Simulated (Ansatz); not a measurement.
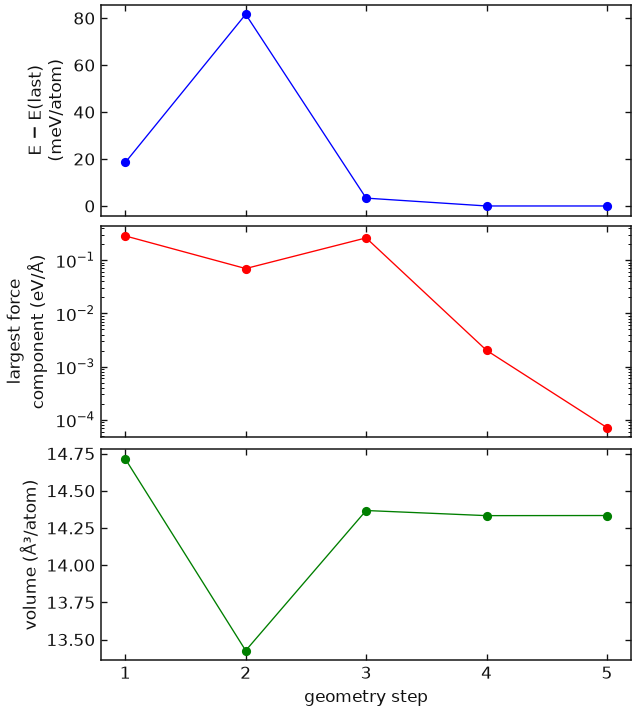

History of a geometry optimisation. Re (P-1, 2 atoms in the cell); Ansatz 0.2.0, DFT, LDA, PAW with Ansatz's default frozen-core files, scalar-relativistic; cutoff 420 eV, 9×9×5 k-mesh, Fermi–Dirac smearing of 0.05 eV. Atoms and cell relax. A closing SCF on a freshly chosen basis isn't drawn.

The optimisation met its thresholds at geometry 5, counting the start as the first. The energy fell by about 19 meV/atom from the first step to the last. Step 2 went uphill and was rejected by the line search. The largest force component goes from about 0.29 eV/Å at the start to 7 × 10⁻⁵ eV/Å at the end. The volume shrinks from 14.7 to 14.3 Å³ per atom (−3 %), overshooting to 13.4 at step 2.
